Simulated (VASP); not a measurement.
**Geometry relaxation, with input and output: Ru (part 4 of 4)**

Continued. System: Ru (slab, 6 atoms in the cell). Method: Kohn-Sham DFT of a periodic cell, PBEsol, VASP PAW PBE potentials, recommended, no spin polarisation (VASP 6.6.1); cutoff 520 eV, 11×11×1 k-mesh, Gaussian smearing of 0.05 eV. The structure derives from an entry of the Crystallography Open Database. It belongs to a series of runs on one base structure; here: the (0 0 1) slab of Ru, cut from the database cell, not relaxed.

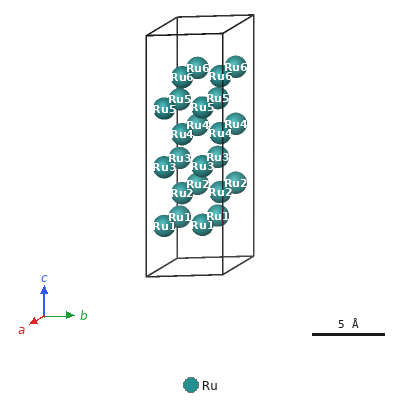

Figure 1. The geometry at step 6 of the log (spheres-only view of the 2 × 2 repeat of the cell, with the vacuum cut short, seen slightly off an axis; atoms are numbered from 1 in the order of the input).

Parts of OUTCAR, continued
```
 k-point     4 :       0.2727    0.0000    0.0000
  band No.  band energies     occupation
      1     -39.7016      2.00000
      2     -39.5976      2.00000
      3     -39.5345      2.00000
      4     -39.4304      2.00000
      5     -39.2735      2.00000
      6     -39.1827      2.00000
      7     -39.1567      2.00000
      8     -39.0335      2.00000
      9     -39.0276      2.00000
     10     -38.9372      2.00000
     11     -38.8921      2.00000
     12     -38.8765      2.00000
     13     -38.8233      2.00000
     14     -38.7794      2.00000
     15     -38.7533      2.00000
     16     -38.7121      2.00000
     17     -38.6273      2.00000
     18     -38.5581      2.00000
     19      -2.2376      2.00000
     20      -2.0010      2.00000
     21      -1.6107      2.00000
     22      -1.4857      2.00000
     23      -1.1619      2.00000
     24      -0.9860      2.00000
     25      -0.4638      2.00000
     26      -0.3274      2.00000
     27       0.0373      2.00000
     28       0.1257      2.00000
     29       0.2251      2.00000
     30       1.0623      2.00000
     31       1.1621      2.00000
     32       1.3228      2.00000
     33       1.4825      2.00000
     34       1.6804      2.00000
     35       1.8594      2.00000
     36       1.9478      2.00000
     37       2.2147      2.00000
     38       2.2309      2.00000
     39       2.4339      2.00000
     40       2.7382      2.00000
     41       3.2216      2.00000
     42       3.4037      2.00000
     43       3.4270      2.00000
     44       3.5952      2.00000
     45       3.7557      1.80336
     46       3.9186      0.00091
     47       4.1441      0.00000
     48       4.3651      0.00000
     49       4.6524      0.00000
     50       5.1734      0.00000

 k-point     5 :       0.3636   -0.0000    0.0000
  band No.  band energies     occupation
      1     -39.7569      2.00000
      2     -39.6847      2.00000
      3     -39.6126      2.00000
      4     -39.5386      2.00000
      5     -39.3947      2.00000
      6     -39.3002      2.00000
      7     -39.2081      2.00000
      8     -39.1285      2.00000
      9     -39.0842      2.00000
     10     -39.0411      2.00000
     11     -38.9532      2.00000
     12     -38.9390      2.00000
     13     -38.8591      2.00000
     14     -38.8163      2.00000
     15     -38.8016      2.00000
     16     -38.7336      2.00000
     17     -38.6685      2.00000
     18     -38.6009      2.00000
     19      -2.2779      2.00000
     20      -2.1701      2.00000
     21      -2.0007      2.00000
     22      -1.7766      2.00000
     23      -1.5538      2.00000
     24      -1.3432      2.00000
     25      -0.7782      2.00000
     26      -0.5427      2.00000
     27      -0.3522      2.00000
     28      -0.1875      2.00000
     29       0.3348      2.00000
     30       1.0317      2.00000
     31       1.4428      2.00000
     32       1.5278      2.00000
     33       1.7371      2.00000
     34       1.8765      2.00000
     35       2.3460      2.00000
     36       2.4106      2.00000
     37       2.7267      2.00000
     38       3.3600      2.00000
     39       3.5677      2.00000
     40       3.7643      1.70496
     41       4.1688      0.00000
     42       4.3902      0.00000
     43       4.5081      0.00000
     44       4.5834      0.00000
     45       4.7788      0.00000
     46       4.8236      0.00000
     47       4.9309      0.00000
     48       4.9472      0.00000
     49       5.1292      0.00000
     50       5.3294      0.00000

 [... the levels of 10 k-points are left out ...]

 k-point    16 :       0.3636    0.2727    0.0000
  band No.  band energies     occupation
      1     -39.7223      2.00000
      2     -39.6251      2.00000
      3     -39.5743      2.00000
      4     -39.5569      2.00000
      5     -39.4891      2.00000
      6     -39.4284      2.00000
      7     -39.3118      2.00000
      8     -39.2762      2.00000
      9     -39.2224      2.00000
     10     -39.1284      2.00000
     11     -39.0386      2.00000
     12     -39.0008      2.00000
     13     -38.9488      2.00000
     14     -38.9418      2.00000
     15     -38.8799      2.00000
     16     -38.8451      2.00000
     17     -38.8070      2.00000
     18     -38.7308      2.00000
     19      -1.7620      2.00000
     20      -1.4175      2.00000
     21      -1.1145      2.00000
     22      -0.8724      2.00000
     23      -0.7461      2.00000
     24      -0.6529      2.00000
     25      -0.5495      2.00000
     26      -0.3244      2.00000
     27      -0.2831      2.00000
     28      -0.0039      2.00000
     29       0.2182      2.00000
     30       0.8344      2.00000
     31       0.9331      2.00000
     32       1.0233      2.00000
     33       1.1498      2.00000
     34       1.5042      2.00000
     35       1.6028      2.00000
     36       1.9293      2.00000
     37       2.0670      2.00000
     38       2.5906      2.00000
     39       2.6073      2.00000
     40       3.0127      2.00000
     41       3.9474      0.00004
     42       4.4238      0.00000
     43       4.4884      0.00000
     44       4.7662      0.00000
     45       4.9072      0.00000
     46       5.0034      0.00000
     47       5.1486      0.00000
     48       5.1813      0.00000
     49      10.2229      0.00000
     50      10.7952      0.00000

------------------------ aborting loop because EDIFF is reached ----------------------------------------

 vacuum level on the upper side and lower side of the slab       (xc-potential included)        -0.147        -0.065

  FORCE on cell =-STRESS in cart. coord.  units (eV):
  Direction    XX          YY          ZZ          XY          YZ          ZX
  --------------------------------------------------------------------------------------
  -------------------------------------------------------------------------------------
  Total       -5.9413179     -5.9413179     -3.2871689      0.0000000      0.0000000      0.0000000
  in kB      -58.4060973    -58.4060973    -32.3144977      0.0000000      0.0000000      0.0000000
  external PRESSURE =     -49.7088975 kB  Pullay stress =       0.0000000 kB

 VOLUME and BASIS-vectors are now :
 -----------------------------------------------------------------------------
  energy-cutoff  :      520.00
  volume of cell :      162.98
      direct lattice vectors                 reciprocal lattice vectors
     2.705799334  0.000000000  0.000000000     0.369576556  0.213375124  0.000000000
    -1.352899667  2.343290961  0.000000000     0.000000000  0.426750249  0.000000000
     0.000000000  0.000000000 25.704750000     0.000000000  0.000000000  0.038903316

 POSITION                                       TOTAL-FORCE (eV/Angst)
 -----------------------------------------------------------------------------------
      1.35290      0.78110      7.50000        -0.000000      0.000000      1.137327
     -0.00000      1.56219      9.64095         0.000000      0.000000     -0.774259
      1.35290      0.78110     11.78190        -0.000000      0.000000     -0.366977
     -0.00000      1.56219     13.92631         0.000000     -0.000000      0.003376
      1.35290      0.78110     16.04884         0.000000      0.000000      0.001024
     -0.00000      1.56219     18.08062        -0.000000      0.000000     -0.000490
 -----------------------------------------------------------------------------------
    total drift:                               -0.000000      0.000000     -0.000336

  FREE ENERGIE OF THE ION-ELECTRON SYSTEM (eV)
  ---------------------------------------------------
  free  energy   TOTEN  =       -58.5450811976 eV

  energy  without entropy=      -58.5379592088  energy(sigma->0) =      -58.54152020

 reached required accuracy - stopping structural energy minimisation

 vacuum level on the upper side and lower side of the slab         8.872         8.953
```

CONTCAR
```
Ru
   1.00000000000000
     2.7057993342000000    0.0000000000000000    0.0000000000000000
    -1.3528996671000000    2.3432909610000001    0.0000000000000000
     0.0000000000000000    0.0000000000000000   25.7047500000000007
  Ru
     6
Selective dynamics
Direct
     0.6666666667000030    0.3333333333999988    0.2917748664999991   F   F   F
     0.3333333332999970    0.6666666666000012    0.3750649198999980   F   F   F
     0.6666666667000030    0.3333333333999988    0.4583549732999970   F   F   F
     0.3333333332999970    0.6666666666000012    0.5417795286856253   T   T   T
     0.6666666667000030    0.3333333333999988    0.6243532502028732   T   T   T
     0.3333333332999970    0.6666666666000012    0.7033960831956083   T   T   T

  0.00000000E+00  0.00000000E+00  0.00000000E+00
  0.00000000E+00  0.00000000E+00  0.00000000E+00
  0.00000000E+00  0.00000000E+00  0.00000000E+00
  0.00000000E+00  0.00000000E+00  0.00000000E+00
  0.00000000E+00  0.00000000E+00  0.00000000E+00
  0.00000000E+00  0.00000000E+00  0.00000000E+00
```

Trajectory as extended XYZ (Å, eV, eV/Å), 12 frames, from step=0 to step=11
```
6
Lattice="2.7058 0.0000 0.0000 -1.3529 2.3433 0.0000 0.0000 0.0000 25.7048" Properties=species:S:1:pos:R:3:forces:R:3 step=0 energy=-58.47464
Ru    1.3529    0.7811    7.5000    0.0000   0.0000   1.1313
Ru    0.0000    1.5622    9.6410    0.0000   0.0000  -0.8035
Ru    1.3529    0.7811   11.7819    0.0000   0.0000  -0.2938
Ru    0.0000    1.5622   13.9229    0.0000   0.0000   0.2938
Ru    1.3529    0.7811   16.0638    0.0000   0.0000   0.8036
Ru    0.0000    1.5622   18.2048    0.0000   0.0000  -1.1314
6
Lattice="2.7058 0.0000 0.0000 -1.3529 2.3433 0.0000 0.0000 0.0000 25.7048" Properties=species:S:1:pos:R:3:forces:R:3 step=1 energy=-58.53270
Ru    1.3529    0.7811    7.5000    0.0000   0.0000   1.1318
Ru    0.0000    1.5622    9.6410    0.0000   0.0000  -0.7358
Ru    1.3529    0.7811   11.7819    0.0000   0.0000  -0.2294
Ru    0.0000    1.5622   13.9370    0.0000   0.0000   0.2555
Ru    1.3529    0.7811   16.1026    0.0000   0.0000  -0.1538
Ru    0.0000    1.5622   18.1502    0.0000   0.0000  -0.2683
6
Lattice="2.7058 0.0000 0.0000 -1.3529 2.3433 0.0000 0.0000 0.0000 25.7048" Properties=species:S:1:pos:R:3:forces:R:3 step=2 energy=-58.53341
Ru    1.3529    0.7811    7.5000    0.0000   0.0000   1.1305
Ru    0.0000    1.5622    9.6410    0.0000   0.0000  -0.7279
Ru    1.3529    0.7811   11.7819    0.0000   0.0000  -0.2204
Ru    0.0000    1.5622   13.9386    0.0000   0.0000   0.2491
Ru    1.3529    0.7811   16.1070    0.0000   0.0000  -0.2920
Ru    0.0000    1.5622   18.1439    0.0000   0.0000  -0.1393
6
Lattice="2.7058 0.0000 0.0000 -1.3529 2.3433 0.0000 0.0000 0.0000 25.7048" Properties=species:S:1:pos:R:3:forces:R:3 step=3 energy=-58.53896
Ru    1.3529    0.7811    7.5000    0.0000   0.0000   1.1422
Ru    0.0000    1.5622    9.6410    0.0000   0.0000  -0.7266
Ru    1.3529    0.7811   11.7819    0.0000   0.0000  -0.1691
Ru    0.0000    1.5622   13.9522    0.0000   0.0000   0.0015
Ru    1.3529    0.7811   16.0960    0.0000   0.0000  -0.1504
Ru    0.0000    1.5622   18.1323    0.0000   0.0000  -0.0976
6
Lattice="2.7058 0.0000 0.0000 -1.3529 2.3433 0.0000 0.0000 0.0000 25.7048" Properties=species:S:1:pos:R:3:forces:R:3 step=4 energy=-58.53965
Ru    1.3529    0.7811    7.5000    0.0000   0.0000   1.1471
Ru    0.0000    1.5622    9.6410    0.0000   0.0000  -0.7246
Ru    1.3529    0.7811   11.7819    0.0000   0.0000  -0.1452
Ru    0.0000    1.5622   13.9588    0.0000   0.0000  -0.1268
Ru    1.3529    0.7811   16.0906    0.0000   0.0000  -0.0727
Ru    0.0000    1.5622   18.1266    0.0000   0.0000  -0.0777
6
Lattice="2.7058 0.0000 0.0000 -1.3529 2.3433 0.0000 0.0000 0.0000 25.7048" Properties=species:S:1:pos:R:3:forces:R:3 step=5 energy=-58.54103
Ru    1.3529    0.7811    7.5000    0.0000   0.0000   1.1462
Ru    0.0000    1.5622    9.6410    0.0000   0.0000  -0.7316
Ru    1.3529    0.7811   11.7819    0.0000   0.0000  -0.1733
Ru    0.0000    1.5622   13.9543    0.0000   0.0000  -0.1119
Ru    1.3529    0.7811   16.0847    0.0000   0.0000  -0.0596
Ru    0.0000    1.5622   18.1204    0.0000   0.0000  -0.0697
6
Lattice="2.7058 0.0000 0.0000 -1.3529 2.3433 0.0000 0.0000 0.0000 25.7048" Properties=species:S:1:pos:R:3:forces:R:3 step=6 energy=-58.54399
Ru    1.3529    0.7811    7.5000    0.0000   0.0000   1.1420
Ru    0.0000    1.5622    9.6410    0.0000   0.0000  -0.7523
Ru    1.3529    0.7811   11.7819    0.0000   0.0000  -0.2633
Ru    0.0000    1.5622   13.9409    0.0000   0.0000  -0.0627
Ru    1.3529    0.7811   16.0670    0.0000   0.0000  -0.0175
Ru    0.0000    1.5622   18.1016    0.0000   0.0000  -0.0461
6
Lattice="2.7058 0.0000 0.0000 -1.3529 2.3433 0.0000 0.0000 0.0000 25.7048" Properties=species:S:1:pos:R:3:forces:R:3 step=7 energy=-58.54414
Ru    1.3529    0.7811    7.5000    0.0000   0.0000   1.1347
Ru    0.0000    1.5622    9.6410    0.0000   0.0000  -0.7954
Ru    1.3529    0.7811   11.7819    0.0000   0.0000  -0.4612
Ru    0.0000    1.5622   13.9141    0.0000   0.0000   0.0531
Ru    1.3529    0.7811   16.0316    0.0000   0.0000   0.0667
Ru    0.0000    1.5622   18.0640    0.0000   0.0000   0.0021
6
Lattice="2.7058 0.0000 0.0000 -1.3529 2.3433 0.0000 0.0000 0.0000 25.7048" Properties=species:S:1:pos:R:3:forces:R:3 step=8 energy=-58.54506
Ru    1.3529    0.7811    7.5000    0.0000   0.0000   1.1385
Ru    0.0000    1.5622    9.6410    0.0000   0.0000  -0.7747
Ru    1.3529    0.7811   11.7819    0.0000   0.0000  -0.3612
Ru    0.0000    1.5622   13.9272    0.0000   0.0000  -0.0064
Ru    1.3529    0.7811   16.0489    0.0000   0.0000   0.0249
Ru    0.0000    1.5622   18.0824    0.0000   0.0000  -0.0212
6
Lattice="2.7058 0.0000 0.0000 -1.3529 2.3433 0.0000 0.0000 0.0000 25.7048" Properties=species:S:1:pos:R:3:forces:R:3 step=9 energy=-58.54506
Ru    1.3529    0.7811    7.5000    0.0000   0.0000   1.1380
Ru    0.0000    1.5622    9.6410    0.0000   0.0000  -0.7751
Ru    1.3529    0.7811   11.7819    0.0000   0.0000  -0.3658
Ru    0.0000    1.5622   13.9265    0.0000   0.0000  -0.0038
Ru    1.3529    0.7811   16.0481    0.0000   0.0000   0.0273
Ru    0.0000    1.5622   18.0815    0.0000   0.0000  -0.0207
6
Lattice="2.7058 0.0000 0.0000 -1.3529 2.3433 0.0000 0.0000 0.0000 25.7048" Properties=species:S:1:pos:R:3:forces:R:3 step=10 energy=-58.54495
Ru    1.3529    0.7811    7.5000    0.0000   0.0000   1.1361
Ru    0.0000    1.5622    9.6410    0.0000   0.0000  -0.7722
Ru    1.3529    0.7811   11.7819    0.0000   0.0000  -0.3703
Ru    0.0000    1.5622   13.9257    0.0000   0.0000   0.0231
Ru    1.3529    0.7811   16.0509    0.0000   0.0000  -0.0680
Ru    0.0000    1.5622   18.0784    0.0000   0.0000   0.0513
6
Lattice="2.7058 0.0000 0.0000 -1.3529 2.3433 0.0000 0.0000 0.0000 25.7048" Properties=species:S:1:pos:R:3:forces:R:3 step=11 energy=-58.54508
Ru    1.3529    0.7811    7.5000    0.0000   0.0000   1.1373
Ru    0.0000    1.5622    9.6410    0.0000   0.0000  -0.7743
Ru    1.3529    0.7811   11.7819    0.0000   0.0000  -0.3670
Ru    0.0000    1.5622   13.9263    0.0000   0.0000   0.0034
Ru    1.3529    0.7811   16.0488    0.0000   0.0000   0.0010
Ru    0.0000    1.5622   18.0806    0.0000   0.0000  -0.0005
```

The run was set up as follows.

INCAR
```
SYSTEM = Ru
PREC = Accurate
ENCUT = 520
EDIFF = 1E-6
ISMEAR = 0
SIGMA = 0.05
LREAL = .FALSE.
LASPH = .TRUE.
NELM = 80
ALGO = Normal
ISIF = 2
LWAVE = .FALSE.
LCHARG = .FALSE.
LDIPOL = .TRUE.
IDIPOL = 3
DIPOL = 0.5 0.5 0.500
GGA = PS
IBRION = 2
NSW = 60
EDIFFG = -0.005
```

KPOINTS
```
Automatic mesh
0
G
  11 11 1
  0 0 0
```

POSCAR
```
Ru
1.0
    2.7057993342      0.0000000000      0.0000000000
   -1.3528996671      2.3432909610      0.0000000000
    0.0000000000      0.0000000000     25.7047500000
Ru
6
Selective dynamics
Direct
    0.6666666667      0.3333333334      0.2917748665  F F F
    0.3333333333      0.6666666666      0.3750649199  F F F
    0.6666666667      0.3333333334      0.4583549733  F F F
    0.3333333333      0.6666666666      0.5416450267  T T T
    0.6666666667      0.3333333334      0.6249350801  T T T
    0.3333333333      0.6666666666      0.7082251335  T T T
```

Run as:
```bash
cat potpaw_PBE.64/Ru_pv/POTCAR > POTCAR
mpirun -np 1 vasp_std > vasp.out
```

Key numbers

| quantity | value |
| --- | --- |
| outcome | converged |
| electrons treated | 84 |
| free energy | −58.5451 eV |
| Fermi energy | 3.801 eV |
| gap on the k-point mesh | none (metallic) |
| final volume | 162.98 Å³ |
| largest force (length of the vector) at the end, held atoms and coordinates included | 1.137 eV/Å |
| hardware | 1 thread of Intel Xeon @ 2.90GHz (Ice Lake), 64 GiB of memory available, shared host |
| wall time | 19 min |
| peak memory | 0.31 GiB |
